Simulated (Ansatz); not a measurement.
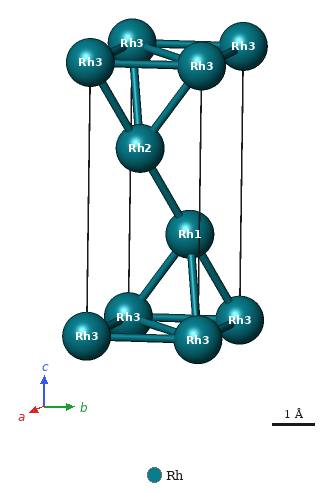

Fig. 1: The structure as given in the input (ball-and-stick view of the reduced cell, seen slightly off an axis; atoms are numbered from 1 in the order of the input). An atom can appear more than once, as a periodic image.

**Geometry relaxation of Rh (part 1 of 2)**

- system: Rh (P-1, 3 atoms in the cell)
- method: DFT PBE, scalar-relativistic, plane waves, PAW, no spin polarisation (Ansatz 0.2.0)

The structure derives from a Materials Project entry. It belongs to a series of runs on one base structure; here: film's bulk on the substrate's plane, third vector and atoms relaxed. Figures and captions count atoms from 1; the log counts them from 0 in places.

Input
```yaml
crystal:
  lattice:
    - [4.6433174325, 0.0, 0.0]
    - [0.0, 11.0172432481, 0.0]
    - [2.3216587162, 1.1017243248, 0.8365882912]
  atoms:
    - { symbol: Rh, position: [0.3333333333, 0.6666666667, 0.0] }
    - { symbol: Rh, position: [0.6666666667, 0.3333333333, 0.0] }
    - { symbol: Rh, position: [0.0, 0.0, 0.0] }
basis:
  ecutwfc: 420
kpoints:
  mp_grid: { grid: [8, 4, 40] }
hamiltonian:
  xc: pbe
scf:
  occupations: { method: gaussian, width: 0.1 }
output:
  forces: true
  stress: true
  eigenvalues: true
  write_density: true
  write_potential: true
  elf: true
  volumetric_format: npy
relax:
  adjacent_minimum: "off"
  f_tol: 0.01
  max_steps: 50
  cell: { fix: [a, b, gamma], stress_tol: 0.1 }
```

Hardware: 8 threads of Intel Xeon (Granite Rapids), 32 GiB of memory available, shared host.

Launch command:
```bash
ansatz run input.yaml --threads 8 --pin off --max-ram 28672MiB --backend cpu --events-out ev --progress --plain --runs-dir out
```

Output
```
Engine: ansatz 0.2.0, x86_64-unknown-linux-gnu
Pseudopotentials: kind: paw
Pseudopotential: Rh, paw, valence charge 17, recommended cutoff 420 eV (normal), Rh.paw.azcp
Functional definition: PBE
  parameter kappa = 0.804
  parameter beta = 0.06672455060314922
  exchange = pbe_x(kappa = kappa, mu = beta*pi^2/3)
  correlation = pbe_c(beta = beta)
Crystal: 3 atoms, lattice volume = 42.797 Å³
Basis set: ecut = 420 eV, 831 PW (Γ), exchange–correlation on 64×150×40 points (8 copies of the dense FFT grid, shifted against one another)
Bands: 31, of which v1, the nominal top of the filled ones, is band 26 counted from 1 (25 counted from 0)
Symmetry: 6 space group operations
Space group: P-1 (ITA 2), of the structure as read, at distance tolerance 3.5e-5 Å
k-points: 644 of 1280
Non-local potential: Rh, projectors of the file, l = 0: 3, l = 1: 2, l = 2: 2, l = 3: 1
PAW form: soft (Blöchl's): semilocal exchange-correlation on the pseudo side does not see the compensation charge
PAW one-centre angular grid: Rh, 590 points (default); XC on 64 Gauss nodes
Initial density: superposition of atomic densities (neutral atoms: chi_scale 0, normalization atom), corrected by the library's trained network
Initial wavefunctions: pseudopotential atomic-orbital guess
Functional: x = pbe(κ = 0.804, μ = 0.2195149727645171), c = pbe(β = 0.06672455060314922)
SCF iter   1: F=—  HF=-19208.560331 eV  |F-HF|=—  |Δ(HF+E_count)|=         —  Δρ=4.31e-3  dr2=1.42e-3  ethr=1.77e-3  ⟨swp⟩=5.0  Hψ=67140  notcnv=0
preconditioner: auto → Kerker (q_TF=auto, 2.809 Å⁻¹)  [metal: Δε(μ)=0.001 eV  Ē_g=6.556 eV  σ=0.100 eV  W_gap=0.00  n_scr=14 (ndim 8)  ℏωp=29.5 eV  f_vac=0.000  D(μ)=4.42/eV (n_scr^D=50)]
SCF iter   2: F=—  HF=-19208.562955 eV  |F-HF|=—  |Δ(HF+E_count)|=   2.62e-3  Δρ=2.21e-3  dr2=3.59e-4  ethr=2.79e-6  ⟨swp⟩=3.2  Hψ=46965  notcnv=0
SCF iter   3: F=—  HF=-19208.563087 eV  |F-HF|=—  |Δ(HF+E_count)|=   1.32e-4  Δρ=3.29e-4  dr2=1.87e-5  ethr=7.03e-7  ⟨swp⟩=2.3  Hψ=30491  notcnv=0
SCF iter   4: F=—  HF=-19208.563086 eV  |F-HF|=—  |Δ(HF+E_count)|=   1.70e-6  Δρ=9.28e-5  dr2=2.37e-6  ethr=3.66e-8  ⟨swp⟩=2.4  Hψ=30117  notcnv=0
SCF iter   5: F=—  HF=-19208.563086 eV  |F-HF|=—  |Δ(HF+E_count)|=   1.35e-8  Δρ=2.07e-5  dr2=1.15e-7  ethr=4.64e-9  ⟨swp⟩=2.2  Hψ=25878  notcnv=0
SCF iter   6: F=-19208.563086 eV  HF=-19208.563086 eV  |F-HF|=1.32e-9  |Δ(HF+E_count)|=   2.27e-9  Δρ=5.32e-6  dr2=4.21e-9  ethr=1.96e-10  ⟨swp⟩=8.4  Hψ=115232  notcnv=0
SCF 1 converged in 6 iterations: F = -19208.563086 eV  dr2 = 4.21e-9
  greatest PAW one-centre occupation: 1.000 electrons in one spin orbital (limit 2), on the Rh atom at site 2 (counted from 0), in its partial waves of l = 0
relax step   1: F+E_penalty+E_count = -19208.56308567 eV  Δ(F+E_penalty+E_count) = +0.000e0 eV  max|allowed force component| = 2.524e-28 eV/Å  Δτ_max = 0.0000 Å  P = -2.855 GPa  Ω = 42.797 Å³  fix = [a, b, gamma]  reactions: a +0.947, b -14.133 GPa; gamma +1.606 GPa/rad  (6 SCF iters, dr2 threshold 1.00e-7 eV, accepted)
Crystal: 3 atoms, lattice volume = 43.439 Å³
Basis set: ecut = 420 eV, 863 PW (Γ), exchange–correlation on 64×150×40 points (8 copies of the dense FFT grid, shifted against one another)
Initial density: handed on by an earlier stage of this run
Initial wavefunctions: those handed on with the density
iter 1 solved again at ethr=1.36e-6 eV; its pass at ethr=3.10e-3 eV (dr2=6.95e-4 eV) is discarded
SCF iter   1: F=—  HF=-19208.567359 eV  |F-HF|=—  |Δ(HF+E_count)|=         —  Δρ=2.49e-3  dr2=1.11e-3  ethr=1.36e-6  ⟨swp⟩=2.0  Hψ=101639  notcnv=0
eigensolver tolerance schedule calibrated: the retry pair's looser diagonalisation under-reported the residual by θ = 0.37 (0.11/decade); ethr = c·dr2/N_el runs at the constant in force after the calibration composes with the one it found (an armed cap, an earlier calibration), c = 8.1e-2
preconditioner: auto → Kerker (q_TF=auto, 2.802 Å⁻¹)  [metal: Δε(μ)=0.001 eV  Ē_g=6.439 eV  σ=0.100 eV  W_gap=0.00  n_scr=16 (ndim 8)  ℏωp=29.3 eV  f_vac=0.000  D(μ)=4.47/eV (n_scr^D=50)]
SCF iter   2: F=—  HF=-19208.567211 eV  |F-HF|=—  |Δ(HF+E_count)|=   1.48e-4  Δρ=1.20e-3  dr2=2.69e-4  ethr=1.36e-6  ⟨swp⟩=2.3  Hψ=31192  notcnv=0
SCF iter   3: F=—  HF=-19208.567184 eV  |F-HF|=—  |Δ(HF+E_count)|=   2.70e-5  Δρ=2.21e-4  dr2=1.07e-5  ethr=4.28e-7  ⟨swp⟩=2.0  Hψ=28012  notcnv=0
SCF iter   4: F=—  HF=-19208.567185 eV  |F-HF|=—  |Δ(HF+E_count)|=   9.23e-7  Δρ=4.32e-5  dr2=3.09e-7  ethr=1.71e-8  ⟨swp⟩=2.2  Hψ=33844  notcnv=0
iter 5 did not close the SCF: its close was put off for the readings that it lacked (scf_convergence_deferred on its scf_iter line)
SCF iter   5: F=-19208.567185 eV  HF=-19208.567185 eV  |F-HF|=3.51e-9  |Δ(HF+E_count)|=   5.62e-8  Δρ=9.14e-6  dr2=2.61e-8  ethr=4.92e-10  ⟨swp⟩=1.2  Hψ=21879  notcnv=0
SCF iter   6: F=-19208.567185 eV  HF=-19208.567185 eV  |F-HF|=2.55e-10  |Δ(HF+E_count)|=   1.09e-9  Δρ=3.20e-6  dr2=1.93e-9  ethr=4.16e-11  ⟨swp⟩=5.4  Hψ=109613  notcnv=0
SCF 2 converged in 6 iterations: F = -19208.567185 eV  dr2 = 1.93e-9
relax step   2: F+E_penalty+E_count = -19208.56718515 eV  Δ(F+E_penalty+E_count) = -4.099e-3 eV  max|allowed force component| = 5.890e-29 eV/Å  Δτ_max = 0.0000 Å  P = -6.487 GPa  Ω = 43.439 Å³  energy of the carried Pulay correction = -4.269e-4 eV  fix = [a, b, gamma]  reactions: a -0.786, b -15.963 GPa; gamma +1.156 GPa/rad  (6 SCF iters, dr2 threshold 3.00e-7 eV, accepted)
Crystal: 3 atoms, lattice volume = 43.195 Å³
Basis set: ecut = 420 eV, 851 PW (Γ), exchange–correlation on 64×150×40 points (8 copies of the dense FFT grid, shifted against one another)
iter 1 solved again at ethr=4.68e-7 eV; its pass at ethr=3.10e-3 eV (dr2=2.38e-4 eV) is discarded
SCF iter   1: F=—  HF=-19208.569752 eV  |F-HF|=—  |Δ(HF+E_count)|=         —  Δρ=8.85e-4  dr2=1.56e-4  ethr=4.68e-7  ⟨swp⟩=2.4  Hψ=100947  notcnv=0
preconditioner: auto → Kerker (q_TF=auto, 2.805 Å⁻¹)  [metal: Δε(μ)=0.003 eV  Ē_g=6.482 eV  σ=0.100 eV  W_gap=0.02  n_scr=14 (ndim 8)  ℏωp=29.4 eV  f_vac=0.000  D(μ)=4.44/eV (n_scr^D=50)]
SCF iter   2: F=—  HF=-19208.569728 eV  |F-HF|=—  |Δ(HF+E_count)|=   2.31e-5  Δρ=4.30e-4  dr2=3.73e-5  ethr=3.06e-7  ⟨swp⟩=1.1  Hψ=21191  notcnv=0
SCF iter   3: F=—  HF=-19208.569724 eV  |F-HF|=—  |Δ(HF+E_count)|=   4.23e-6  Δρ=8.02e-5  dr2=1.44e-6  ethr=7.32e-8  ⟨swp⟩=2.2  Hψ=28316  notcnv=0
iter 4 did not close the SCF: its close was put off for the readings that it lacked (scf_convergence_deferred on its scf_iter line)
SCF iter   4: F=-19208.569724 eV  HF=-19208.569724 eV  |F-HF|=5.53e-9  |Δ(HF+E_count)|=   1.02e-7  Δρ=1.59e-5  dr2=4.10e-8  ethr=2.83e-9  ⟨swp⟩=2.2  Hψ=29196  notcnv=0
iter 5 did not close the SCF: its close was put off for the readings that it lacked (scf_convergence_deferred on its scf_iter line)
SCF iter   5: F=-19208.569724 eV  HF=-19208.569724 eV  |F-HF|=5.02e-10  |Δ(HF+E_count)|=   8.12e-9  Δρ=4.47e-6  dr2=5.66e-9  ethr=8.04e-11  ⟨swp⟩=2.0  Hψ=35201  notcnv=0
SCF iter   6: F=-19208.569724 eV  HF=-19208.569724 eV  |F-HF|=5.82e-11  |Δ(HF+E_count)|=  4.07e-10  Δρ=1.42e-6  dr2=3.69e-10  ethr=1.11e-11  ⟨swp⟩=4.1  Hψ=105570  notcnv=0
SCF 3 converged in 6 iterations: F = -19208.569724 eV  dr2 = 3.69e-10
relax step   3: F+E_penalty+E_count = -19208.56972436 eV  Δ(F+E_penalty+E_count) = -2.539e-3 eV  max|allowed force component| = 3.366e-28 eV/Å  Δτ_max = 0.0000 Å  P = -5.175 GPa  Ω = 43.195 Å³  energy of the carried Pulay correction = -2.661e-4 eV  fix = [a, b, gamma]  reactions: a -0.117, b -15.269 GPa; gamma +1.288 GPa/rad  (6 SCF iters, dr2 threshold 3.00e-7 eV, accepted)
Crystal: 3 atoms, lattice volume = 43.182 Å³
iter 1 solved again at ethr=1.97e-9 eV; its pass at ethr=3.10e-3 eV (dr2=1.00e-6 eV) is discarded
SCF iter   1: F=—  HF=-19208.569740 eV  |F-HF|=—  |Δ(HF+E_count)|=         —  Δρ=4.93e-5  dr2=4.69e-7  ethr=1.97e-9  ⟨swp⟩=3.0  Hψ=90937  notcnv=0
preconditioner: auto → Kerker (q_TF=auto, 2.805 Å⁻¹)  [metal: Δε(μ)=0.003 eV  Ē_g=6.485 eV  σ=0.100 eV  W_gap=0.02  n_scr=14 (ndim 8)  ℏωp=29.4 eV  f_vac=0.000  D(μ)=4.44/eV (n_scr^D=50)]
SCF iter   2: F=—  HF=-19208.569740 eV  |F-HF|=—  |Δ(HF+E_count)|=   1.80e-8  Δρ=2.40e-5  dr2=1.12e-7  ethr=9.19e-10  ⟨swp⟩=1.6  Hψ=25258  notcnv=0
iter 3 did not close the SCF: its close was put off for the readings that it lacked (scf_convergence_deferred on its scf_iter line)
SCF iter   3: F=-19208.569740 eV  HF=-19208.569740 eV  |F-HF|=1.53e-10  |Δ(HF+E_count)|=   1.24e-8  Δρ=4.51e-6  dr2=4.46e-9  ethr=2.20e-10  ⟨swp⟩=2.2  Hψ=28582  notcnv=0
iter 4 did not close the SCF: its close was put off for the readings that it lacked (scf_convergence_deferred on its scf_iter line)
SCF iter   4: F=-19208.569740 eV  HF=-19208.569740 eV  |F-HF|=1.82e-11  |Δ(HF+E_count)|=  2.87e-10  Δρ=1.01e-6  dr2=1.64e-10  ethr=8.75e-12  ⟨swp⟩=2.2  Hψ=29827  notcnv=0
iter 5 did not close the SCF: its close was put off for the readings that it lacked (scf_convergence_deferred on its scf_iter line)
SCF iter   5: F=-19208.569740 eV  HF=-19208.569740 eV  |F-HF|=0.00e0  |Δ(HF+E_count)|=  2.55e-11  Δρ=3.01e-7  dr2=2.28e-11  ethr=1.00e-12  ⟨swp⟩=1.0  Hψ=19964  notcnv=0
SCF iter   6: F=-19208.569740 eV  HF=-19208.569740 eV  |F-HF|=0.00e0  |Δ(HF+E_count)|=  7.28e-12  Δρ=1.01e-7  dr2=1.57e-12  ethr=1.00e-12  ⟨swp⟩=4.0  Hψ=83121  notcnv=0
SCF 4 converged in 6 iterations: F = -19208.569740 eV  dr2 = 1.57e-12
relax step   4: F+E_penalty+E_count = -19208.56973954 eV  Δ(F+E_penalty+E_count) = -1.518e-5 eV  max|allowed force component| = 4.151e-28 eV/Å  Δτ_max = 0.0000 Å  P = -5.101 GPa  Ω = 43.182 Å³  energy of the carried Pulay correction = -2.572e-4 eV  fix = [a, b, gamma]  reactions: a -0.078, b -15.228 GPa; gamma +1.294 GPa/rad  (6 SCF iters, accepted)
Initial wavefunctions: pseudopotential atomic-orbital guess (no wavefunctions were taken with the density)
iter 1 solved again at ethr=2.85e-8 eV; its pass at ethr=3.10e-3 eV (dr2=1.45e-5 eV) is discarded
SCF iter   1: F=—  HF=-19208.569946 eV  |F-HF|=—  |Δ(HF+E_count)|=         —  Δρ=2.16e-4  dr2=4.77e-7  ethr=2.85e-8  ⟨swp⟩=3.1  Hψ=122319  notcnv=0
SCF iter   2: F=—  HF=-19208.569981 eV  |F-HF|=—  |Δ(HF+E_count)|=   3.48e-5  Δρ=1.09e-4  dr2=1.18e-7  ethr=9.35e-10  ⟨swp⟩=1.0  Hψ=19970  notcnv=0
SCF iter   3: F=—  HF=-19208.569993 eV  |F-HF|=—  |Δ(HF+E_count)|=   1.19e-5  Δρ=3.03e-6  dr2=2.99e-10  ethr=2.32e-10  ⟨swp⟩=1.0  Hψ=19964  notcnv=0
iter 4 did not close the SCF: its close was put off for the readings that it lacked (scf_convergence_deferred on its scf_iter line)
SCF iter   4: F=-19208.569993 eV  HF=-19208.569993 eV  |F-HF|=1.46e-11  |Δ(HF+E_count)|=   7.52e-9  Δρ=3.01e-7  dr2=9.51e-12  ethr=1.00e-12  ⟨swp⟩=2.1  Hψ=33970  notcnv=0
iter 5 did not close the SCF: its close was put off for the readings that it lacked (scf_convergence_deferred on its scf_iter line)
SCF iter   5: F=-19208.569993 eV  HF=-19208.569993 eV  |F-HF|=7.28e-12  |Δ(HF+E_count)|=  7.28e-12  Δρ=1.10e-7  dr2=1.42e-12  ethr=1.00e-12  ⟨swp⟩=1.0  Hψ=19964  notcnv=0
iter 6 did not close the SCF: its close was put off for the readings that it lacked (scf_convergence_deferred on its scf_iter line)
SCF iter   6: F=-19208.569993 eV  HF=-19208.569993 eV  |F-HF|=0.00e0  |Δ(HF+E_count)|=  3.64e-12  Δρ=2.45e-8  dr2=9.19e-14  ethr=1.00e-12  ⟨swp⟩=1.0  Hψ=19964  notcnv=0
iter 7 did not close the SCF: its close was put off for the readings that it lacked (scf_convergence_deferred on its scf_iter line)
SCF iter   7: F=-19208.569993 eV  HF=-19208.569993 eV  |F-HF|=0.00e0  |Δ(HF+E_count)|=    0.00e0  Δρ=4.08e-9  dr2=2.38e-15  ethr=1.00e-12  ⟨swp⟩=1.0  Hψ=19964  notcnv=0
SCF iter   8: F=-19208.569993 eV  HF=-19208.569993 eV  |F-HF|=3.64e-12  |Δ(HF+E_count)|=    0.00e0  Δρ=1.57e-9  dr2=3.50e-16  ethr=1.00e-12  ⟨swp⟩=2.1  Hψ=55918  notcnv=0
SCF 5 converged in 8 iterations: F = -19208.569993 eV  dr2 = 3.50e-16
relax step   5: F+E_penalty+E_count = -19208.56999251 eV  Δ(F+E_penalty+E_count) = -2.530e-4 eV  max|allowed force component| = 7.293e-29 eV/Å  Δτ_max = 0.0000 Å  P = -5.103 GPa  Ω = 43.182 Å³  fix = [a, b, gamma]  reactions: a -0.081, b -15.230 GPa; gamma +1.294 GPa/rad  stress off target by 2.68e-3 GPa on what of the cell is left free  SCF on the basis re-selected at this cell (its energy is not comparable with the rows above)  (8 SCF iters)
```

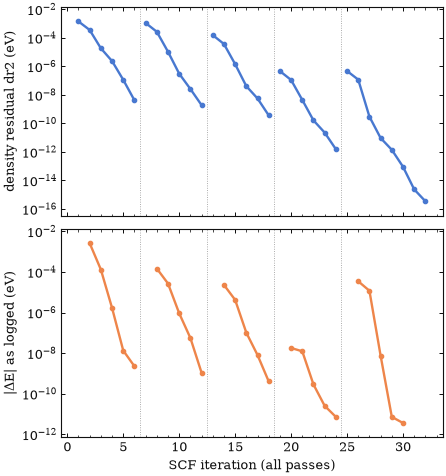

Fig. 2: Convergence of the self-consistent field: density residual dr2 and size of the energy change against the SCF iteration. The dotted lines part the SCF passes of the relaxation: geometry steps, rejected trials and re-solves on a re-selected basis. The 5 passes take 6 to 8 iterations each, 32 in all.

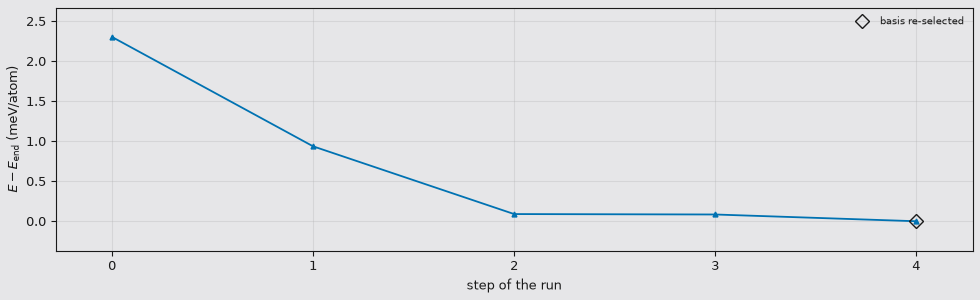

Fig. 3: Progress of the relaxation, step by step (the first geometry is step 0 here and step 1 in the log).
